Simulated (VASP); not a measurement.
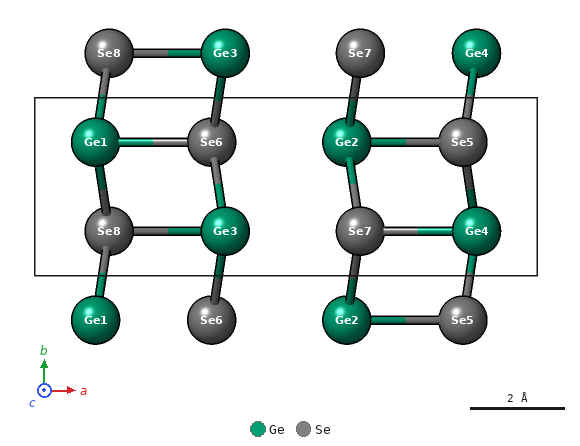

A crystal of GeSe (set up in Pnma), before the relaxation. A ball-and-stick model of the cell of the calculation, seen along the c axis.

The run lets cell and atoms move.

These are results of VASP, Kohn-Sham DFT of a periodic cell, PBE with D3(BJ), VASP PAW PBE potentials, recommended, not measurements.

The input:
```
SYSTEM = GeSe
  PREC = Accurate
  ENCUT = 600
  EDIFF = 1E-6
  ISMEAR = 0
  SIGMA = 0.03
  LREAL = .FALSE.
  LASPH = .TRUE.
  NELM = 80
  ALGO = Normal
  ISIF = 3
  LWAVE = .FALSE.
  LCHARG = .FALSE.
  GGA = PE
  IVDW = 12
  IBRION = 2
  NSW = 90
  EDIFFG = -0.01
  KPAR = 2
```

Run as
```bash
cat potpaw_PBE.64/Ge_d/POTCAR potpaw_PBE.64/Se/POTCAR > POTCAR
mpirun -np 2 vasp_std > vasp.out
```

The structure:
```
Ge Se
1.0
    10.79000    0.00000    0.00000
     0.00000    3.82000    0.00000
     0.00000    0.00000    4.38000
Ge Se
4 4
Direct
  0.12100 0.75000 0.89400
  0.62100 0.75000 0.60600
  0.37900 0.25000 0.39400
  0.87900 0.25000 0.10600
  0.85200 0.75000 0.49700
  0.35200 0.75000 0.00300
  0.64800 0.25000 0.99700
  0.14800 0.25000 0.50300
```

Question: What does the optimiser find from here?

Answer: The largest moves relative to the cell, 0.028 Å, are those of Se5, Se6, Se7 and Se8. Se8 goes along [−2 0 −1]. By element the largest moves are Se 0.028 Å, Ge 0.027 Å. The drawn cell changes as follows: a 10.790 → 10.960 Å (+1.6 %), b 3.820 → 3.882 Å (+1.6 %), c 4.380 → 4.423 Å (+1.0 %); the volume changes by +4.2 %. Among the contacts that change: Ge1–Se6 2.538 → 2.585 Å, Ge1–Se8 2.582 → 2.605 Å. The space group stays Pnma (No. 62). After 24 geometry steps the energy has fallen by 11.7 meV per atom. Largest force component: 0.25 eV/Å at the start, 0.0074 eV/Å at the end. The pressure goes from 3.31 to 0.01 GPa. It ran on 2 threads of Intel(R) Xeon(R) Platinum 8375C CPU @ 2.90GHz (Ice Lake) (shared host).

The end point in the same view:

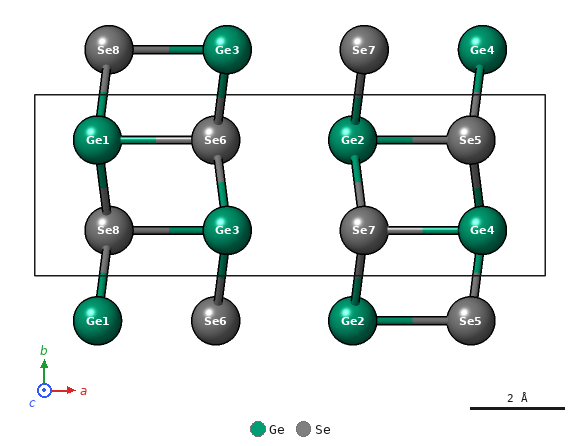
